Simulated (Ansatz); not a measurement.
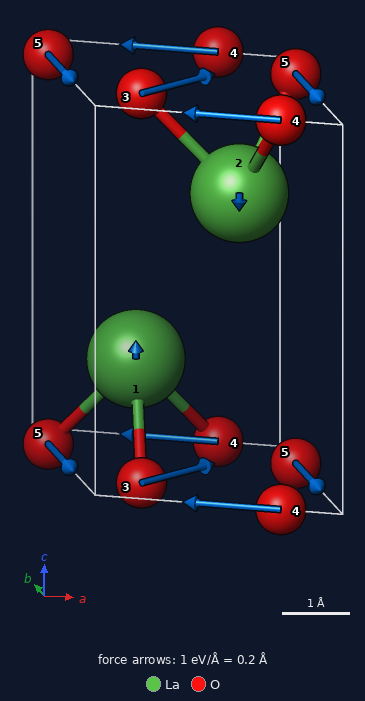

A changed version of a crystal of La2O3 (set up in P321), with the computed forces as blue arrows. Besides, the cell is strained by 0.0 % along c and −1.0 % across it (volume −2.0 %). Style: ball-and-stick. Shown: the cell of the calculation, slightly off an axis.

Theory: DFT, PBEsol, all-electron PAW with datasets made for the crystal, scalar-relativistic (Ansatz). Set-up: plane-wave cutoff 520 eV; k-point mesh 6 × 6 × 4; occupations fermi dirac; smearing width 0.02 eV; no spin polarisation.

How do the forces relate to the distortion?

The atoms keep their fractional coordinates. No relaxation follows. Near-neighbour distances before and after: La–O 2.143 → 2.133 Å. The space group stays P321 (No. 150). The energy rises by 101 meV per atom. Pressure: 36.2 GPa before, 40.3 GPa after. The principal stresses (compression positive) are 17.1 GPa along c and 51.9 GPa across it. The largest forces, 7.8 eV/Å, act on O3, O4 and O5; on O4 it points along −a.

Limits of the set-up: layers or molecules are held without a dispersion correction, so their spacing is unreliable.
